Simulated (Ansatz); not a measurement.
Geometry relaxation, with input and output: KTaO₃ (part 2 of 2)

KTaO₃ (5 atoms in the cell); DFT PBEsol, scalar-relativistic, plane waves, PAW, no spin polarisation (Ansatz 0.2.0); cutoff 420 eV, 8×8×8 k-mesh, Gaussian smearing of 0.02 eV. The structure derives from a Materials Project entry. It belongs to a series of runs on one base structure; here: relaxed at -2 GPa.

Geometry of the input (Å; fractional positions):
```
4.0106  0.0000  0.0000
0.0000  4.0106  0.0000
0.0000  0.0000  4.0106
K  0.5000  0.5000  0.5000
Ta 0.0000  0.0000  0.0000
O  0.0000  0.5000  0.0000
O  0.0000  0.0000  0.5000
O  0.5000  0.0000  0.0000
```

```
basis re-selected at this cell: Δ(F+E_penalty+E_count) = +2.057e-3 eV, ΔP = -0.056 GPa vs the last step (what re-selecting the basis moved, of the pressure what is left beyond the Pulay correction that the steps carried, after the strain that the cell walked since its last selection, with what the two solves' SCF thresholds leave and, on support functions, any second-order correction that the steps lacked; it is no measure of the basis error at this ecutwfc). This SCF's stress stands 6.10e-2 GPa from its target on what of the cell is left free (relax.cell.stress_tol is 8.00e-2 GPa) and its largest allowed force component is 9.12e-30 eV/Å (relax.f_tol is 8.00e-3 eV/Å): within both
SCF converged after 6 iterations
Free energy (F): -13011.068111 eV
Harris-Foulkes:  -13011.068111 eV  (|F-HF|=2.18e-11)
Internal energy: -13011.068111 eV  (E = F + TS)
E sigma→0 (E₀):  -13011.068111 eV
Fermi energy:    9.592220 eV
--- Per-component energies (eV) ---
  E_band       = -260.492171
  E_kinetic    = 1141.969473
  E_local      = -2230.753329  (includes V_loc(G=0)·N_el)
  E_nonlocal   = 174.812256
  E_hartree    = 776.508115
  E_xc         = -569.020421
  E_vxc        = -648.003307  (∫ρ·V_xc dr)
  E_paw        = -9491.318254  (= ΣΔE_a)
  E_vpaw       = -251.541076  (= ΣTr[D̂ρ^β])
  E_aug_tail   = 0.007435  (compensation charges beyond the density's cutoff)
  E_ewald      = -2813.700781
  E_core_change = 0.427395  (= ΣΔE_core)
  E_smearing   = -0.000000  (= −TS)
  E_closure    = 0.000000  (closes the sum)
  Σ components = -13011.068111   (vs F -13011.068111, Δ=0.00e0)
--- Forces (eV/Å), atoms counted from 1 ---
  atom   1  K      0.00000000     0.00000000    -0.00000000
  atom   2  Ta    -0.00000000    -0.00000000    -0.00000000
  atom   3  O     -0.00000000     0.00000000    -0.00000000
  atom   4  O     -0.00000000     0.00000000     0.00000000
  atom   5  O      0.00000000    -0.00000000     0.00000000
  max |Σ_I F_I| component: 1.75e-29 eV/Å
--- Stress (GPa, compression-positive) ---
       -2.061020      -0.000000      -0.000000
       -0.000000      -2.061020      -0.000000
       -0.000000      -0.000000      -2.061020
  P = ⅓ Tr σ = -2.0610 GPa (-20.610 kbar)
--- Band table (eV; the first three rows and the last of 35) ---
  k-point 0: bands = ["-58.9355", "-25.4628", "-25.4628", "-25.4628", "-18.5758", "-8.8954", "-8.1859", "-8.1859", "-2.2023", "-2.2023", "-2.2023", "6.1035", "6.1035", "6.1035", "7.4818", "7.4818", "7.4818", "7.9181", "7.9181", "7.9181", "10.6489", "10.6489", "10.6489", "14.9240", "15.2419"]
  k-point 1: bands = ["-58.9355", "-25.4757", "-25.4623", "-25.4623", "-18.5717", "-8.8498", "-8.1825", "-8.1038", "-2.1966", "-2.1966", "-2.1813", "5.7293", "6.0850", "6.0850", "7.2392", "7.2392", "7.4082", "7.4715", "7.8349", "7.8349", "10.6712", "11.1359", "11.1359", "15.1884", "15.2508"]
  k-point 2: bands = ["-58.9354", "-25.5064", "-25.4610", "-25.4610", "-18.5618", "-8.7945", "-8.1742", "-7.8263", "-2.1827", "-2.1827", "-2.1301", "4.6656", "6.0408", "6.0408", "6.7393", "6.7393", "6.8613", "7.2394", "7.7574", "7.7574", "10.7264", "12.1466", "12.1466", "15.2671", "15.7901"]
  k-point 34: bands = ["-58.9345", "-25.5406", "-25.5406", "-25.5406", "-18.5175", "-7.2580", "-7.2580", "-7.2580", "-2.4686", "-2.4686", "-2.4686", "2.9908", "3.1777", "3.1777", "4.6324", "4.6324", "4.6324", "8.5356", "8.5356", "8.5356", "14.9458", "14.9458", "14.9458", "17.3114", "17.3114"]
--- Relaxed structure (3 steps of the walk, 3 accepted, 1 SCFs on fresh bases) ---
  F+E_penalty+E_count = -13011.06811055 eV   max|allowed force component| = 9.124e-30 eV/Å   (the final SCF, on the basis selected at the relaxed cell)
  cell:  # Å, volume = 63.9580 Å³
    - [3.9991245543033656, -3.5308715647099323e-34, 3.2098832406453924e-35]
    - [-3.5308715647099323e-34, 3.9991245543033656, 0.0]
    - [-1.6049416203226964e-34, 0.0, 3.9991245543033656]
  atoms:
    - { symbol: K, position: [0.5, 0.5, 0.5] }
    - { symbol: Ta, position: [-1.792768183915661e-34, 1.6006858784990715e-35, 2.5610974055946126e-35] }
    - { symbol: O, position: [1.7287407487777682e-34, 0.5, 4.161783284095795e-35] }
    - { symbol: O, position: [1.0884663973785329e-34, 6.402743513997158e-35, 0.5] }
    - { symbol: O, position: [0.5, 5.1680578434342695e-47, 9.604115270992536e-36] }
```

Trajectory as extended XYZ (Å, eV, eV/Å), 4 frames, from step=1 to step=4
```
5
Lattice="4.0106 0.0000 0.0000 0.0000 4.0106 0.0000 0.0000 0.0000 4.0106" Properties=species:S:1:pos:R:3:forces:R:3 step=1 energy=-13011.05824 pressure_GPa=-3.70
K     2.0053    2.0053    2.0053    0.0000   0.0000   0.0000
Ta    0.0000    0.0000    0.0000    0.0000   0.0000   0.0000
O     0.0000    2.0053    0.0000    0.0000   0.0000   0.0000
O     0.0000    0.0000    2.0053    0.0000   0.0000   0.0000
O     2.0053    0.0000    0.0000    0.0000   0.0000   0.0000
5
Lattice="3.9964 0.0000 0.0000 0.0000 3.9964 0.0000 0.0000 0.0000 3.9964" Properties=species:S:1:pos:R:3:forces:R:3 step=2 energy=-13011.07215 pressure_GPa=-1.59
K     1.9982    1.9982    1.9982    0.0000   0.0000   0.0000
Ta    0.0000    0.0000    0.0000    0.0000   0.0000   0.0000
O     0.0000    1.9982    0.0000    0.0000   0.0000   0.0000
O     0.0000    0.0000    1.9982    0.0000   0.0000   0.0000
O     1.9982    0.0000    0.0000    0.0000   0.0000   0.0000
5
Lattice="3.9991 0.0000 0.0000 0.0000 3.9991 0.0000 0.0000 0.0000 3.9991" Properties=species:S:1:pos:R:3:forces:R:3 step=3 energy=-13011.07017 pressure_GPa=-2.01
K     1.9996    1.9996    1.9996    0.0000   0.0000   0.0000
Ta    0.0000    0.0000    0.0000    0.0000   0.0000   0.0000
O     0.0000    1.9996    0.0000    0.0000   0.0000   0.0000
O     0.0000    0.0000    1.9996    0.0000   0.0000   0.0000
O     1.9996    0.0000    0.0000    0.0000   0.0000   0.0000
5
Lattice="3.9991 0.0000 0.0000 0.0000 3.9991 0.0000 0.0000 0.0000 3.9991" Properties=species:S:1:pos:R:3:forces:R:3 step=4 energy=-13011.06811 pressure_GPa=-2.06
K     1.9996    1.9996    1.9996    0.0000   0.0000   0.0000
Ta    0.0000    0.0000    0.0000    0.0000   0.0000   0.0000
O     0.0000    1.9996    0.0000    0.0000   0.0000   0.0000
O     0.0000    0.0000    1.9996    0.0000   0.0000   0.0000
O     1.9996    0.0000    0.0000    0.0000   0.0000   0.0000
```

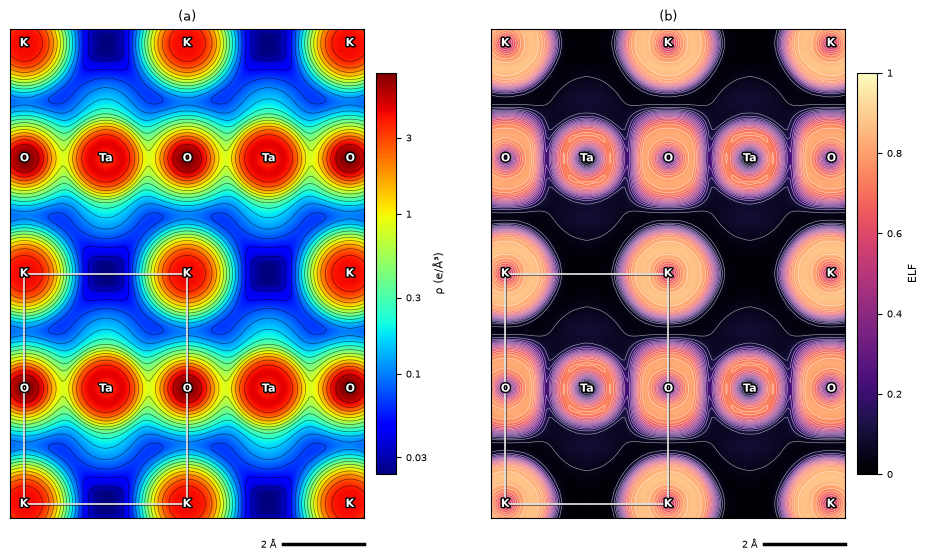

Figure 1. (a) valence pseudo-density; (b) electron localisation function on the (110) plane of the conventional cell. The plane passes through K, Ta and O nuclei. Ta–O (2.00 Å): the density is about 0.86 e/Å³ at the midpoint; the ELF peaks at about 0.80 in the valence shell of O, 0.6 Å from its nucleus, and drops to about 0.20 between the two atoms. Away from the nuclei the density in this plane falls to 0.02 e/Å³ at its lowest. The strong features right at K and Ta lie inside the PAW spheres (semicore, d or f shells) and say nothing about bonding. The fields are those of the smooth PAW valence density.

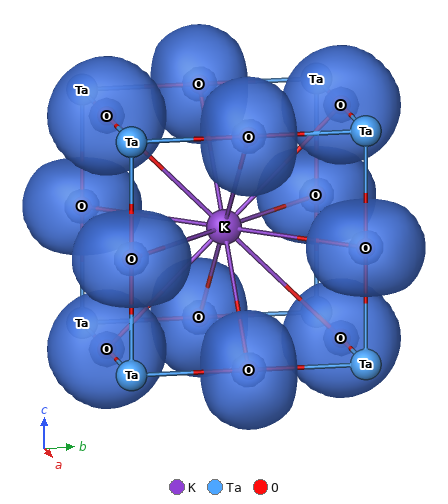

Figure 2. Isosurface of the ELF at 0.6 (blue), seen slightly off an axis. Only the valence region is drawn (cores and ρ < 0.01 e/Å³ removed). Sticks mark near contacts. The outline is the cell set on symmetry axes. Along the contacts the grid gives the following. Ta–O (2.00 Å): the ELF peaks at about 0.80 in the valence shell of O, 0.6 Å from its nucleus, and drops to about 0.20 between the two atoms. K–O (2.83 Å): the ELF is about 0.05 at the midpoint (a largely ionic contact).

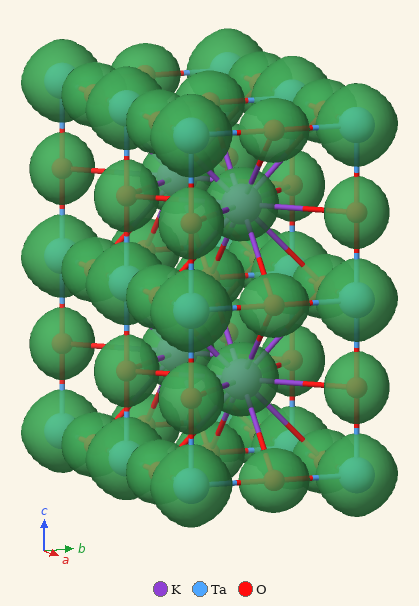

Figure 3. Isosurface of the valence electron density at 1 e/Å³ (green), seen slightly off an axis. Sticks mark near contacts. The outline is the cell set on symmetry axes. At this value the density breaks into separate islands; it holds about 65 % of the electrons treated as valence (semicore included). It is pinched off along the Ta–O (2.00 Å) and K–O (2.83 Å) contacts. On the grid the lowest density along these lines, outside the cores, is 0.82 e/Å³ (Ta–O, 2.00 Å) and 0.1 e/Å³ (K–O, 2.83 Å).
